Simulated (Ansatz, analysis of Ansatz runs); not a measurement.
# Cu-H pair in ZnO: local vibrational mode, LDA, part 2 of 2

How near does this set-up come to the measured local vibrational mode? Subject: Cu-H pair in ZnO. Set-up: LDA, 72-site cell, LDA lattice, 420 eV, k: the single point 1/4 1/4 1/4. The model is a cell of 72 host atoms with Cu put on another atom's site and H put in between. The frequencies come from force constants among the defect atom and its neighbours, with the masses of the isotopes named. A local or semilocal functional is the cheapest first rung.

Ansatz 0.2.0; LDA, 72-site cell, LDA lattice, 420 eV, k: the single point 1/4 1/4 1/4.

So far: Set-up; Relaxation, charge 0.

## (2) Relaxation, charge 0 (continued)

Level of this step: plane-wave PAW DFT, LDA; relaxation of all atoms of a defect supercell (Ansatz).

Step by step:

```
step  energy less that of the first step (eV)  largest force component (eV/Å)
   1                                   0.0000                          1.5530
   2                                  -0.3647                          0.9616
   3                                  -0.6416                          0.2291
   4                                  -0.6530                          0.2216
   5                                  -0.6619                          0.0848
   6                                  -0.6713                          0.1879
   7                                  -0.6768                          0.1738
   8                                  -0.6879                          0.0747
   9                                  -0.6888                          0.0090
  10                                  -0.6888                          0.0090
```

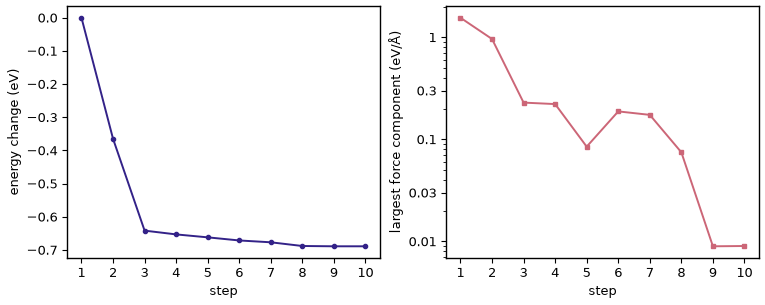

Energy and largest force along the relaxation.

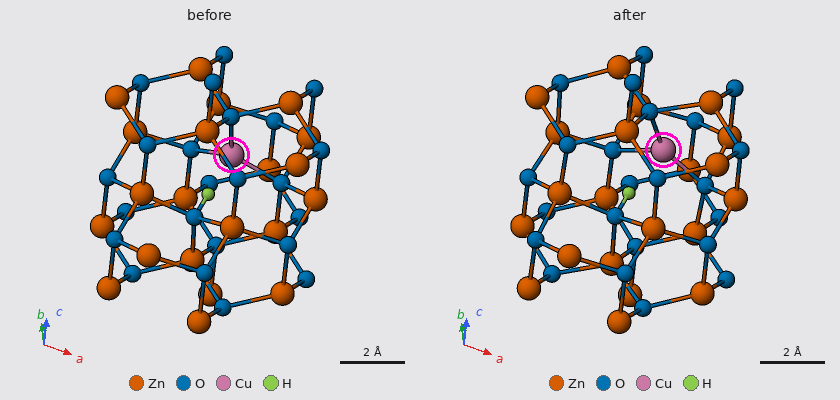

Before and after: the atoms that start within 5 Å of the centre. Cu38, which moves most, is ringed if it is among them.

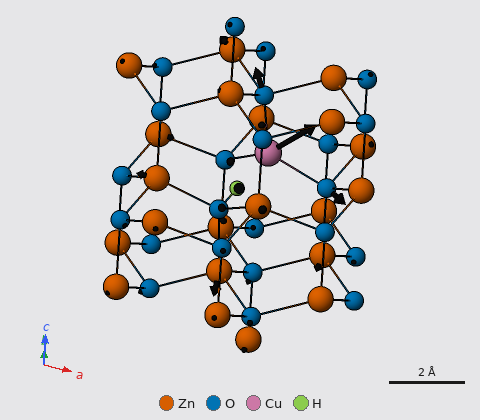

Displacements in the relaxation from the typed sites near the centre, exaggerated; the longest in the cell stands for 0.43 Å.

The atoms that moved most (Å, from the sites as typed, ahead of the random displacement):

```
atom      dx      dy      dz  length
Cu38   0.317   0.124   0.261   0.429
 O39  -0.083   0.006   0.179   0.197
 O60   0.103   0.079  -0.113   0.172
Zn25  -0.007  -0.032  -0.142   0.146
 H73  -0.036   0.105  -0.041   0.119
Zn37  -0.090   0.036   0.033   0.102
 Zn6  -0.077  -0.052   0.021   0.095
Zn30   0.061  -0.054   0.013   0.083
```

Neighbours of the ideal centre at the end:

```
atom  distance (Å)
 H73         0.528
Cu38         1.316
 O28         1.528
 O36         2.156
 O60         2.379
 O39         2.398
Zn30         2.791
 Zn6         2.798
Zn25         2.836
```

Neighbours of the added atoms: H73: O28 1.01, Cu38 1.84, Zn25 2.43 Å.

Numbers from this step:

```yaml
free_energy: -140194.6979 eV
```

The relaxation ends 9.4 meV an atom lower than the displaced start, with a largest force component of 0.0090 eV/Å.

## (3) Local vibrational modes

A local mode lives on the defect and the atoms next to it, so only the sites listed in the input are displaced, which costs far fewer SCF runs than the whole cell would.

This step: plane-wave PAW DFT, LDA; finite-displacement force constants among the atoms nearest to a defect, the others at rest.

modes/input.yaml

```yaml
crystal:
  lattice:
    - [9.56031254, 0.0, 0.0]
    - [-4.78015627, 8.27947353, 0.0]
    - [0.0, 0.0, 10.30720229]
  atoms:
    - { symbol: Zn, position: [0.11000976, 0.222096275, 0.249984341] }
    - { symbol: Zn, position: [0.219532437, 0.109792876, -0.001317239] }
[... 3 atom lines left out ...]
    - { symbol: Zn, position: [0.211173994, 0.105009342, 0.502270016] }
[... 18 atom lines left out ...]
    - { symbol: Zn, position: [0.442006072, 0.218517739, 0.236484053] }
[... 2 atom lines left out ...]
    - { symbol: O, position: [0.432591171, 0.201671097, 0.430167369] }
    - { symbol: Zn, position: [0.441326712, 0.220707024, 0.750955439] }
    - { symbol: Zn, position: [0.558833035, 0.104712836, 0.501470306] }
[... 2 atom lines left out ...]
    - { symbol: Zn, position: [0.445682113, 0.552639058, 0.254341166] }
[... 1 atom line left out ...]
    - { symbol: O, position: [0.553511916, 0.441314387, 0.185423778] }
    - { symbol: O, position: [0.448714464, 0.551127722, 0.44096835] }
[... 1 atom line left out ...]
    - { symbol: Cu, position: [0.622167212, 0.511061722, 0.539450081] }
    - { symbol: O, position: [0.547453447, 0.44532639, 0.706738415] }
[... 20 atom lines left out ...]
    - { symbol: O, position: [0.793490333, 0.565292932, 0.4284781] }
[... 12 atom lines left out ...]
    - { symbol: H, position: [0.488720548, 0.318151917, 0.458013238] }
basis:
  ecutwfc: 420
  xc_grid: 2
hamiltonian:
  xc: lda
kpoints:
  mp_grid: { grid: [1, 1, 1], shift: [0.25, 0.25, 0.25] }
scf:
  occupations: { method: fermi_dirac, width: 0.01 }
  max_iter: 120
output: {}
checkpoint:
  read: "../relax.run"
phonons:
  supercell: [1, 1, 1]
  displaced_sites: [24, 27, 35, 37, 72]
```

Command:

```bash
$ ansatz run input.yaml --threads 2 --pin off --max-ram 4710MiB --backend cpu --events-out ev --progress --plain --runs-dir out
```

Numbers of over 12 decimals in the logs are rounded to 6 here.

The program printed:

```text
[...]
Crystal: 73 atoms, lattice volume = 815.860 Å³
Basis set: ecut = 420 eV, 15935 PW (Γ), exchange–correlation on 128×128×144 points (8 copies of the dense FFT grid, shifted against one another)
Bands: 401, of which v1, the nominal top of the filled ones, is band 328 counted from 1 (327 counted from 0)
Symmetry: 1 space group operations
k-points: 1
[...]
SCF iter   6: F=-140194.697927 eV  HF=-140194.697927 eV  |F-HF|=0.00e0  |Δ(HF+E_count)|=  8.73e-11  Δρ=6.47e-8  dr2=4.35e-11  ethr=1.00e-12  ⟨swp⟩=3.0  Hψ=1462  notcnv=0
SCF 1 converged in 6 iterations: F = -140194.697927 eV  dr2 = 4.35e-11
[...]
SCF 2 converged in 10 iterations: F = -140194.697890 eV  dr2 = 3.02e-12
[...]
SCF 3 converged in 6 iterations: F = -140194.697890 eV  dr2 = 2.40e-12
[...]
symmetry images taken by strict's conditions (phonons.symmetry_images: auto; settled by no image being taken that strict refuses)
  force constants formed among 5 of 73 sites (Zn 24, O 27, O 35, Cu 37, H 72); the other 68 at rest. The modes move the named sites alone.
  the frequencies, the zero-point energy and the sums are of the block with the acoustic sum rule laid on its rows. Row sums over every site: 1.5e-4 eV/Å² at the most
  transpose residual: 5.2e-4 eV/Å²
  largest component of a force at the reference: 6.8e-3 eV/Å on a named site, 9.0e-3 eV/Å on a site at rest
  frequencies among the named sites at Γ of the cell (cm⁻¹): 102.03 136.62 165.18 231.25 235.41 294.10 342.47 351.43 415.55 422.70 488.63 497.14 750.74 791.60 3073.13
  unstable modes among the named sites: 0
  frequencies as built, with no sum rule (cm⁻¹): 102.04 136.62 165.19 231.25 235.41 294.10 342.47 351.43 415.55 422.71 488.63 497.14 750.72 791.60 3073.13
  zero-point energy: 0.514410 eV/cell   skipped modes (ω ≤ 0): 0
  not written: the harmonic force-constant file, the file of eigenvectors (these modes' are written with the force constants), the density of states and the dispersion, which are of every site
[key lines of the parts left out:]
SCF converged after 6 iterations
Free energy (F): -140194.697927 eV
Fermi energy:    9.159327 eV
```

Wall time 25 min (2 threads of Arm Neoverse V1, shared host); peak memory 2 GiB; 49 min of CPU time.

This step gave:

```
free energy : -140194.6979 eV
```

The modes with the largest weight on the probed atoms (the light atom of a pair), for the masses of each isotope. Modes of the displaced atoms (local only where they lie over the host's phonons):

```
isotopes  mode (cm⁻¹)  share of the defect atoms
       H         3073                      0.943
       H        791.7                      0.944
       H        750.8                      0.904
       D         2236                       0.89
       D          582                      0.792
       D        566.7                      0.666
```

## (4) Outcome

| Quantity | Value |
| --- | --- |
| distance from the defect atom to its nearest neighbour | 1.006 Å |
| O-H stretch, 1H | 3073 cm⁻¹ |
| O-D stretch, 2H | 2236 cm⁻¹ |
| time of the whole chain | 32 min on 2 threads |

**Reading.** O-H stretch, 1H: computed 3073 cm⁻¹, measured 3191.8 cm⁻¹; 118 cm⁻¹ (4 %) below the measurement. O-D stretch, 2H: computed 2236 cm⁻¹, measured 2379 cm⁻¹; 143 cm⁻¹ (6 %) below the measurement. The computed value is harmonic, while the measured line is the anharmonic fundamental, which for X–H stretches usually lies a few per cent lower. Only the named neighbours move, so modes near the host's band are approximate.

[Logs are printed without paths, hosts, clocks, repeated set-up lines and the standing remarks that a program may print on its own settings, such as how far it seeks lower states.]

[Hosts, paths, dates, database ids (printed as entryN), source tags and the programs' standing remarks are cut or masked in the printed files.]

[For some hosts the program warned that the k-mesh of the response run may be too coarse for force constants and the static dielectric constant; such warnings are not shown here.]
